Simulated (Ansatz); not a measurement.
# Te₇Mo₄ (cell charge +2, with a compensating background) (distorted or defective cell): what the fields show

```yaml
crystal:
  lattice:
    - [3.49516, -6.05380, 0.00000]
    - [-6.99033, 0.00000, 0.00000]
    - [0.00000, 0.00000, -7.62428]
  atoms:
    - { symbol: Te, position: [0.68594, 0.37187, 0.23858] }
    - { symbol: Te, position: [0.16667, 0.83333, 0.23858] }
    - { symbol: Te, position: [0.66667, 0.83333, 0.23858] }
    - { symbol: Te, position: [0.16667, 0.33333, 0.76142] }
    - { symbol: Te, position: [0.66667, 0.33333, 0.76142] }
    - { symbol: Te, position: [0.16667, 0.83333, 0.76142] }
    - { symbol: Te, position: [0.66667, 0.83333, 0.76142] }
    - { symbol: Mo, position: [0.00000, 0.50000, 0.00000] }
    - { symbol: Mo, position: [0.50000, 0.50000, 0.00000] }
    - { symbol: Mo, position: [0.00000, 0.00000, 0.00000] }
    - { symbol: Mo, position: [0.50000, 0.00000, 0.00000] }
```

Changed on purpose from its base cell (Te vacancy; atom 1 moved 0.000 of the way to it and -0.233 A across, host rigid); not relaxed (largest force 1.7 eV/Å); computed without spin polarisation; PAW files of the earlier set (soft_1).

These are results of DFT PBE+D3(BJ), scalar-relativistic, plane waves, PAW in Ansatz 0.2.0, not measurements.

In a PAW calculation such maps are meaningful between the atoms, not at the nuclei.

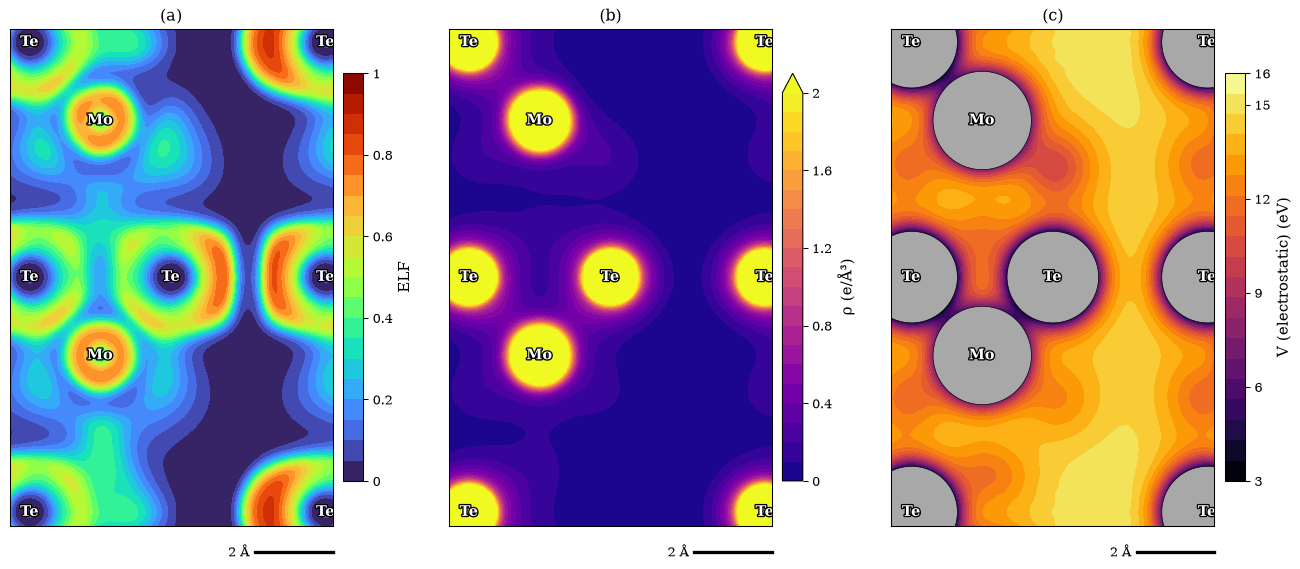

Figure 1. (a) electron localisation function; (b) valence pseudo-density; (c) electrostatic potential (local pseudopotential plus Hartree) felt by an electron on the (110) plane of the calculation cell. Grey discs cover the atomic cores in the potential map.

> Describe what can be read from this map.

- Atoms in the plane: Te and Mo.
- Te–Mo (2.72 Å): ρ at the midpoint is about 0.44 e/Å³; the ELF is about 0.55 at the midpoint.
- Between the atoms the lowest density in this plane is 0.002 e/Å³.
- The features right at Mo lie inside the PAW spheres, where the map follows smoothed inner orbitals and isn't to be read closely.
- Outside the cores the potential energy rises away from the atoms and is highest about 2.7 Å from the nearest atoms; its zero is arbitrary.

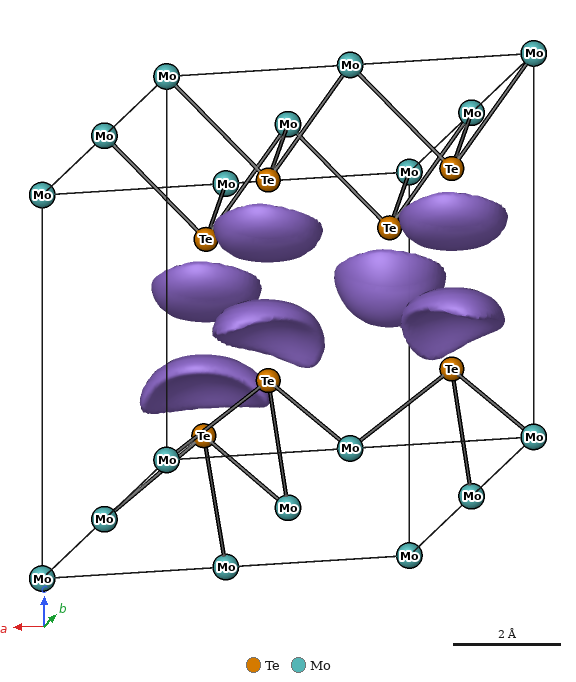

Figure 2. Isosurface of the ELF at 0.7 (purple), seen at an oblique angle. Core shells and regions of very low density are left out. Sticks mark near contacts.

> Where are the electrons localised?

At this value the surface marks out seven lobes on Te, pointing away from the bonds (lone pairs), counted in one cell of 11 atoms. Any copies at cell faces, edges or corners count once. Profiles from the grid: Te–Mo (2.64 Å): the ELF is about 0.55 at the midpoint.

> Does the calculation make it a metal, or give it a gap?

It is metallic or semimetallic at this level of theory: no gap opens.
